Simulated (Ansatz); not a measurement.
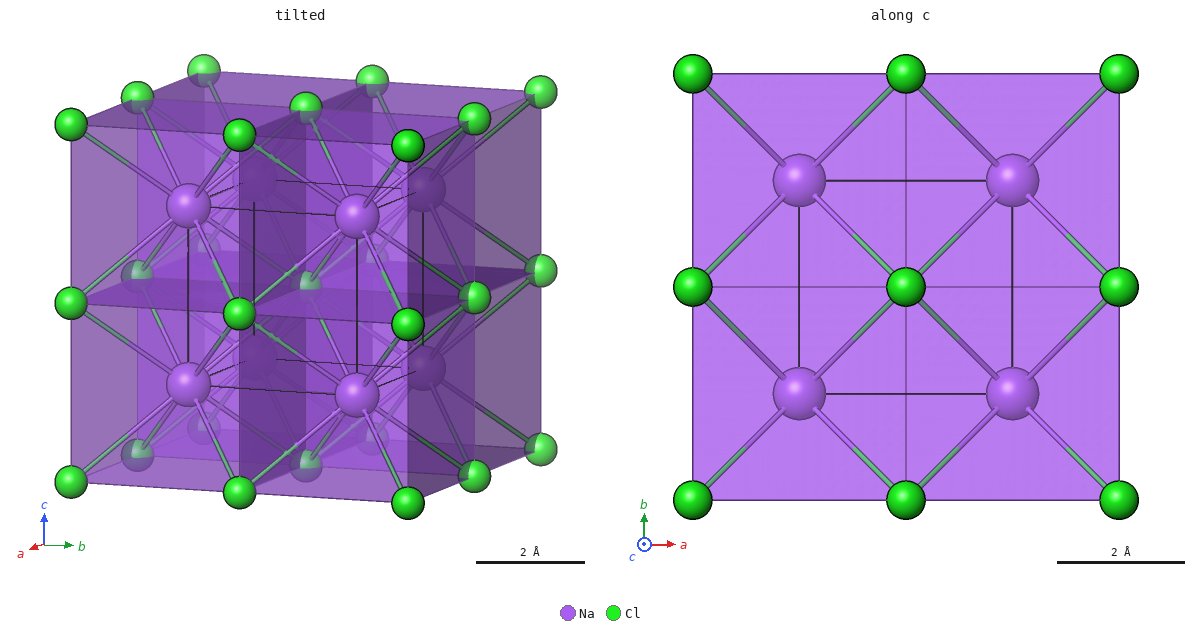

View slightly off an axis and along the c axis, drawn as a polyhedral model. The simulation cell is drawn as a box. Some atoms of the next cells are drawn as well.

The input file of the run:
```yaml
crystal:
  lattice:
    - [3.3587896201, 0.0, 0.0]
    - [0.0, 3.3587896201, 0.0]
    - [0.0, 0.0, 3.3587896201]
  atoms:
    - { symbol: Na, position: [0.0, 0.0, 0.0] }
    - { symbol: Cl, position: [0.5, 0.5, 0.5] }
basis:
  ecutwfc: 420
kpoints:
  mp_grid: { grid: [6, 6, 6] }
hamiltonian:
  xc: pbe
scf:
  occupations: { method: gaussian, width: 0.02 }
output:
  forces: true
  stress: true
  eigenvalues: true
  write_density: true
  write_potential: true
  elf: true
  volumetric_format: npy
```
Run as:
```sh
ansatz run input.yaml --threads 1 --pin off --max-ram 2560MiB --backend cpu --events-out ev --progress --plain --runs-dir out
```

Level of theory and settings: DFT PBE, scalar-relativistic, plane waves, PAW (Ansatz), an energy cutoff of 420 eV, a 6×6×6 sampling of the Brillouin zone, Gaussian smearing of 0.02 eV, no spin polarisation.

**Classify it as metallic or gapped, with the value.**

An insulator at this level, with a gap of 4.44 eV on the k-mesh (the true edges may lie between mesh points, so the gap can be somewhat smaller).

**What is the pressure at this volume?**

The computed pressure is 4.5 GPa (compressed: it would expand).

The initial geometry was a structure listed in the Materials Project. The cell was then strained or its atoms displaced on purpose. It was run through Ansatz as a DFT input.

At this level of theory the cell isn't at rest (compressed, at 5 GPa), so its distances can differ from those at equilibrium, the more so the softer the solid.
